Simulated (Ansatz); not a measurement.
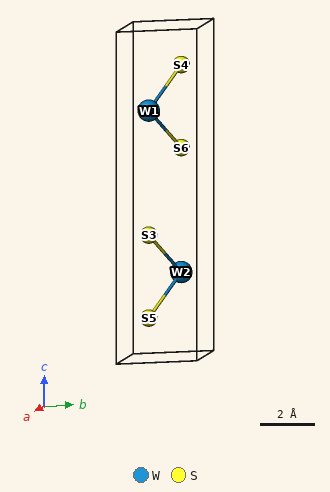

Fig. 1: The input geometry of run A (ball-and-stick view of the cell of the calculation, seen slightly off an axis; atoms are numbered from 1 in the order of the input). Near neighbours in the crystal (not all of them lie inside the picture): W has 6 S at 2.41 Å; S has 3 W at 2.41 Å.

**What a change does: geometry relaxation on WS2**

System: WS2 (P6₃/mmc, 6 atoms in the cell).
Method of run A: Kohn-Sham DFT of a periodic cell, PBEsol with D3(BJ), Ansatz PAW, no spin polarisation (Ansatz 0.2.0).

The structure derives from an entry of the Crystallography Open Database. Text and figures count atoms from 1; the logs count them from 0 in places.

## Input file, run A
```yaml
crystal:
  lattice:
    - [3.18, 0.0, 0.0]
    - [-1.59, 2.753960784, 0.0]
    - [0.0, 0.0, 12.5]
  atoms:
    - { symbol: W, position: [0.6666666667, 0.3333333333, 0.75] }
    - { symbol: W, position: [0.3333333333, 0.6666666667, 0.25] }
    - { symbol: S, position: [0.6666666667, 0.3333333333, 0.375] }
    - { symbol: S, position: [0.3333333333, 0.6666666667, 0.875] }
    - { symbol: S, position: [0.6666666667, 0.3333333333, 0.125] }
    - { symbol: S, position: [0.3333333333, 0.6666666667, 0.625] }
hamiltonian:
  xc: pbesol
  pseudopotentials: { kind: paw }
  dispersion: d3bj
kpoints:
  mp_grid: { grid: [10, 10, 3] }
scf:
  occupations: { method: fermi_dirac, width: 0.05 }
output:
  forces: true
  stress: true
relax:
  f_tol: 0.01
  max_steps: 40
  cell: { stress_tol: 0.05 }
```

Launched with:
```bash
ansatz run input.yaml --threads 2 --pin off --max-ram 5632MiB --backend cpu --events-out ev --progress --plain --runs-dir out
```

Hardware: 2 threads of Intel Xeon @ 2.50GHz (Skylake/Cascade Lake), 189 GiB of memory available, shared host.

## Output, shortened to warnings, some set-up lines, iterations and results (run A)
```
Basis set: ecut = 420 eV, 2129 PW (Γ), exchange–correlation on 48×48×180 points (8 copies of the dense FFT grid, shifted against one another)
Symmetry: 24 space group operations
k-points: 28 of 300
Initial density: superposition of atomic densities (neutral atoms: chi_scale 0, normalization atom), corrected by the library's trained network
[...]
SCF iter   1: F=—  HF=-24060.388056 eV  |F-HF|=—  |Δ(HF+E_count)|=         —  Δρ=8.29e-3  dr2=1.28e-1  ethr=1.77e-3  ⟨swp⟩=6.2  Hψ=4155  notcnv=0
SCF iter   2: F=—  HF=-24060.372618 eV  |F-HF|=—  |Δ(HF+E_count)|=   1.54e-2  Δρ=3.10e-3  dr2=5.52e-3  ethr=2.45e-4  ⟨swp⟩=2.5  Hψ=1398  notcnv=0  defer=16
SCF iter   3: F=—  HF=-24060.373907 eV  |F-HF|=—  |Δ(HF+E_count)|=   1.29e-3  Δρ=1.75e-3  dr2=1.69e-3  ethr=1.06e-5  ⟨swp⟩=2.4  Hψ=1238  notcnv=0  defer=16
SCF iter   4: F=—  HF=-24060.374583 eV  |F-HF|=—  |Δ(HF+E_count)|=   6.76e-4  Δρ=7.09e-4  dr2=2.93e-4  ethr=3.26e-6  ⟨swp⟩=2.2  Hψ=1385  notcnv=0  defer=16
SCF iter   5: F=—  HF=-24060.374733 eV  |F-HF|=—  |Δ(HF+E_count)|=   1.50e-4  Δρ=1.46e-4  dr2=1.68e-5  ethr=5.63e-7  ⟨swp⟩=2.5  Hψ=1389  notcnv=0  defer=16
[... 45 lines ...]
SCF iter   4: F=—  HF=-24060.556076 eV  |F-HF|=—  |Δ(HF+E_count)|=   2.15e-9  Δρ=1.57e-6  dr2=3.41e-9  ethr=2.30e-11  ⟨swp⟩=2.0  Hψ=1370  notcnv=0
SCF iter   5: F=—  HF=-24060.556076 eV  |F-HF|=—  |Δ(HF+E_count)|=  4.29e-10  Δρ=5.46e-7  dr2=3.75e-10  ethr=6.56e-12  ⟨swp⟩=2.0  Hψ=1157  notcnv=0
SCF iter   6: F=-24060.556076 eV  HF=-24060.556076 eV  |F-HF|=2.18e-11  |Δ(HF+E_count)|=  2.51e-10  Δρ=2.02e-7  dr2=4.93e-11  ethr=1.00e-12  ⟨swp⟩=5.0  Hψ=3326  notcnv=0
SCF 7 converged in 6 iterations: F = -24060.556076 eV  dr2 = 4.93e-11
relax step   7: F+E_penalty+E_count = -24060.55607581 eV  Δ(F+E_penalty+E_count) = +1.482e-3 eV  max|allowed force component| = 1.042e-4 eV/Å  Δτ_max = 0.0000 Å  P = +0.005 …
basis re-selected at this cell: Δ(F+E_penalty+E_count) = +1.482e-3 eV, ΔP = -0.004 GPa vs the last step (what re-selecting the basis moved, of the pressure what is left beyond the Pulay correction that the steps carried, after the strain that the cell walked since its last selection, with what the …
SCF converged after 6 iterations
Free energy (F): -24060.556076 eV
Harris-Foulkes:  -24060.556076 eV  (|F-HF|=2.18e-11)
Internal energy: -24060.556063 eV  (E = F + TS)
E sigma→0 (E₀):  -24060.556069 eV
Entropy (-TS):   -0.000013 eV (-0.002 meV/atom)
Fermi energy:    13.363128 eV
--- Per-component energies (eV) ---
  E_band       = -314.214590
  E_kinetic    = 1338.596695
  E_local      = -3121.188780  (includes V_loc(G=0)·N_el)
  E_nonlocal   = 120.987417
  E_hartree    = 1227.719672
  E_xc         = -919.652734
  E_vxc        = -832.970063  (∫ρ·V_xc dr)
  E_paw        = -19209.286199  (= ΣΔE_a)
  E_vpaw       = -275.079344  (= ΣTr[D̂ρ^β])
  E_aug_tail   = -0.000134  (compensation charges beyond the density's cutoff)
  E_ewald      = -3495.924903
  E_disp       = -2.498479  (pairwise vdW)
  E_core_change = 0.691382  (= ΣΔE_core)
  E_smearing   = -0.000013  (= −TS)
  E_closure    = -0.000000  (closes the sum)
  Σ components = -24060.556076   (vs F -24060.556076, Δ=0.00e0)
--- Forces (eV/Å), atoms counted from 1 ---
  atom   1  W      0.00000000     0.00000000     0.00000000
  atom   2  W     -0.00000000    -0.00000000    -0.00000000
  atom   3  S      0.00000000     0.00000000     0.00010416
  atom   4  S      0.00000000    -0.00000000     0.00010416
  atom   5  S      0.00000000     0.00000000    -0.00010416
  atom   6  S     -0.00000000    -0.00000000    -0.00010416
  max |Σ_I F_I| component: 4.63e-18 eV/Å
--- Stress (GPa, compression-positive) ---
        0.001315       0.000000       0.000000
        0.000000       0.001315      -0.000000
        0.000000      -0.000000       0.013117
  P = ⅓ Tr σ = 0.0052 GPa (0.052 kbar)
--- Relaxed structure (6 steps of the walk, 6 accepted, 1 SCFs on fresh bases) ---
[...]
```

The input of run B differs as follows (lines with − go, lines with + come):
```diff
-  xc: pbesol
+  xc: revpbe
-  dispersion: d3bj
```

Predict how the results change.

The total energies belong to different models, so their difference says nothing on which is more stable or more accurate. The volume per atom goes from 16.48 to 26.22 Å³. The functional changes from PBEsol to revPBE. The SCF takes 141 iterations over all geometry steps against 41. On the same kind of shared host run B took about 3.4 times as long.

## Output, shortened to warnings, some set-up lines, iterations and results (run B)
```
Basis set: ecut = 420 eV, 2129 PW (Γ), exchange–correlation on 48×48×180 points (8 copies of the dense FFT grid, shifted against one another)
Symmetry: 24 space group operations
k-points: 28 of 300
Initial density: superposition of atomic densities (neutral atoms: chi_scale 0, normalization atom), corrected by the library's trained network
[...]
SCF iter   1: F=—  HF=-24410.663911 eV  |F-HF|=—  |Δ(HF+E_count)|=         —  Δρ=5.28e-3  dr2=1.87e-2  ethr=1.77e-3  ⟨swp⟩=6.3  Hψ=4191  notcnv=0
SCF iter   2: F=—  HF=-24410.670926 eV  |F-HF|=—  |Δ(HF+E_count)|=   7.02e-3  Δρ=2.83e-3  dr2=2.51e-3  ethr=3.60e-5  ⟨swp⟩=2.1  Hψ=1537  notcnv=0  defer=7
SCF iter   3: F=—  HF=-24410.676113 eV  |F-HF|=—  |Δ(HF+E_count)|=   5.19e-3  Δρ=1.28e-3  dr2=6.50e-4  ethr=4.83e-6  ⟨swp⟩=2.1  Hψ=1286  notcnv=0  defer=7
SCF iter   4: F=—  HF=-24410.677581 eV  |F-HF|=—  |Δ(HF+E_count)|=   1.47e-3  Δρ=1.09e-4  dr2=2.20e-5  ethr=1.25e-6  ⟨swp⟩=2.0  Hψ=1397  notcnv=0  defer=7
SCF iter   5: F=—  HF=-24410.677631 eV  |F-HF|=—  |Δ(HF+E_count)|=   5.07e-5  Δρ=3.12e-5  dr2=3.20e-6  ethr=4.23e-8  ⟨swp⟩=2.1  Hψ=1395  notcnv=0  defer=7
[... 171 lines ...]
SCF iter   6: F=—  HF=-24410.925969 eV  |F-HF|=—  |Δ(HF+E_count)|=   4.49e-9  Δρ=4.53e-7  dr2=3.06e-9  ethr=1.60e-11  ⟨swp⟩=2.3  Hψ=1266  notcnv=0
SCF iter   7: F=—  HF=-24410.925969 eV  |F-HF|=—  |Δ(HF+E_count)|=   7.13e-9  Δρ=1.80e-7  dr2=3.36e-10  ethr=5.89e-12  ⟨swp⟩=2.4  Hψ=1326  notcnv=0
SCF iter   8: F=-24410.925969 eV  HF=-24410.925969 eV  |F-HF|=7.28e-12  |Δ(HF+E_count)|=  3.60e-10  Δρ=4.19e-8  dr2=1.26e-11  ethr=1.00e-12  ⟨swp⟩=4.1  Hψ=3931  notcnv=0
SCF 20 converged in 8 iterations: F = -24410.925969 eV  dr2 = 1.26e-11
relax step  20: F+E_penalty+E_count = -24410.92596850 eV  Δ(F+E_penalty+E_count) = -1.742e-3 eV  max|allowed force component| = 1.070e-3 eV/Å  Δτ_max = 0.0000 Å  P = -0.004 …
basis re-selected at this cell: Δ(F+E_penalty+E_count) = -1.742e-3 eV, ΔP = -0.004 GPa vs the last step (what re-selecting the basis moved, of the pressure what is left beyond the Pulay correction that the steps carried, after the strain that the cell walked since its last selection, with what the …
SCF converged after 8 iterations
Free energy (F): -24410.925969 eV
Harris-Foulkes:  -24410.925969 eV  (|F-HF|=7.28e-12)
Internal energy: -24410.925969 eV  (E = F + TS)
E sigma→0 (E₀):  -24410.925969 eV
Fermi energy:    6.691482 eV
--- Per-component energies (eV) ---
  E_band       = -648.919262
  E_kinetic    = 1327.839294
  E_local      = -7838.520791  (includes V_loc(G=0)·N_el)
  E_nonlocal   = 111.921343
  E_hartree    = 3422.451214
  E_xc         = -923.665580
  E_vxc        = -827.323298  (∫ρ·V_xc dr)
  E_paw        = -19552.884308  (= ΣΔE_a)
  E_vpaw       = -267.737852  (= ΣTr[D̂ρ^β])
  E_aug_tail   = -0.000117  (compensation charges beyond the density's cutoff)
  E_ewald      = -957.931960
  E_core_change = -0.135064  (= ΣΔE_core)
  E_smearing   = -0.000000  (= −TS)
  E_closure    = -0.000000  (closes the sum)
  Σ components = -24410.925969   (vs F -24410.925969, Δ=0.00e0)
--- Forces (eV/Å), atoms counted from 1 ---
  atom   1  W     -0.00000000     0.00000000     0.00000000
  atom   2  W      0.00000000    -0.00000000    -0.00000000
  atom   3  S      0.00000000     0.00000000     0.00106957
  atom   4  S     -0.00000000    -0.00000000     0.00106957
  atom   5  S      0.00000000     0.00000000    -0.00106957
  atom   6  S     -0.00000000    -0.00000000    -0.00106957
  max |Σ_I F_I| component: 3.47e-18 eV/Å
--- Stress (GPa, compression-positive) ---
       -0.013619       0.000000      -0.000000
        0.000000      -0.013619      -0.000000
       -0.000000      -0.000000       0.014964
  P = ⅓ Tr σ = -0.0041 GPa (-0.041 kbar)
--- Relaxed structure (17 steps of the walk, 17 accepted, 3 SCFs on fresh bases) ---
  F+E_penalty+E_count = -24410.92596850 eV   max|allowed force component| = 1.070e-3 eV/Å   (the final SCF, on the basis selected at the relaxed cell)
  cell:  # Å, volume = 157.3429 Å³
    - [3.2048924972272537, 2.7998640679337333e-32, -2.4698603223764682e-33]
    - [-1.6024462486136268, 2.77551831899695, 1.4835585645173126e-32]
    - [-8.702066385758866e-33, 6.173224925222676e-32, 17.68844469791655]
[...]
```

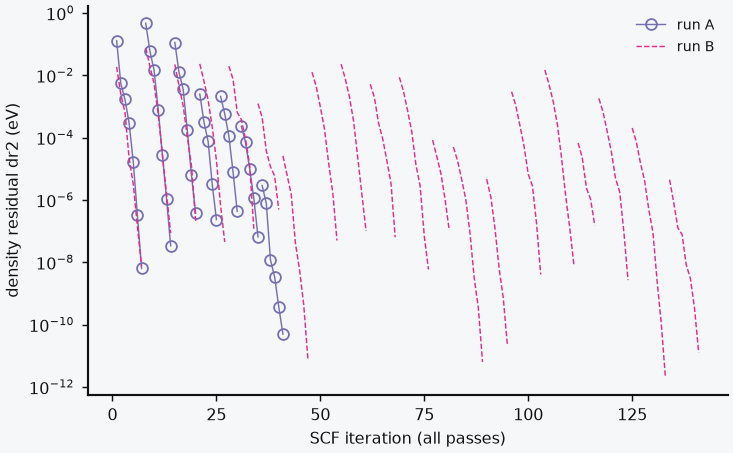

Fig. 2: Convergence of the two runs: density residual dr2 against the SCF iteration. A break in a curve parts two SCF passes. Run A takes 41 iterations in all, and run B takes 141.

## The two runs side by side

```tsv
quantity	run A	run B
outcome	converged	converged
free energy per atom (eV)	−4010.0927	−4068.4877
pressure (GPa)	0.01	0.00
volume per atom (Å³)	16.48	26.22
largest force (eV/Å)	0.000	0.001
SCF iterations	41	141
irreducible k-points	28	28
wall time (shared host)	56 s	3.1 min
```

For both runs: Spin–orbit coupling is left out, which matters for W. For run B: Points of doubt noted for this run: forces on files of another functional.
